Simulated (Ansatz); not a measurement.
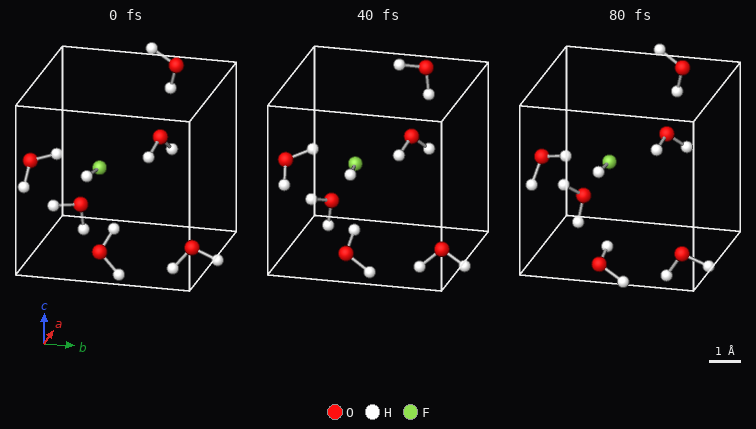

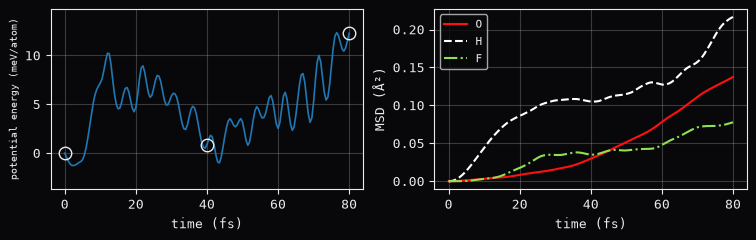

A Born-Oppenheimer molecular dynamics run of a periodic cell with 6 H2O + 1 HF at 0.994 g/cm³, 80 fs long. It starts from the last geometry of an earlier run, with fresh velocities. Frames and the history of the run. A ball-and-stick model of the simulation cell, seen from a free direction.

Computed with Ansatz, DFT r2SCAN-D3(BJ), scalar-relativistic, plane waves, PAW. Run with plane-wave cutoff 500 eV; k-point mesh 1 × 1 × 1; Fermi-Dirac smearing 0.05 eV; low-accuracy preset; Langevin thermostat (NVT); set temperature 250 K; time step 0.5 fs; friction 0.005 per fs.

> What do the frames and curves show?

The mean temperature in the second half is 255 K (standard deviation 23 K). The potential energy is still drifting at the end, so the run hasn't reached equilibrium. The potential energy in the second half lies on average 4.9 meV per atom above the first frame. Root-mean-square distances from the starting positions over the second half, with the common drift of all atoms taken out: H 0.38 Å, O 0.28 Å, F 0.23 Å. The heavy atoms stay within a fraction of a molecule's size of their starting places; so short a run doesn't tell a liquid from a solid.

Limits of the set-up: the program's low-accuracy preset was used; the periodic images lie only 6.0 Å apart, so the values are limited by the cell's size.
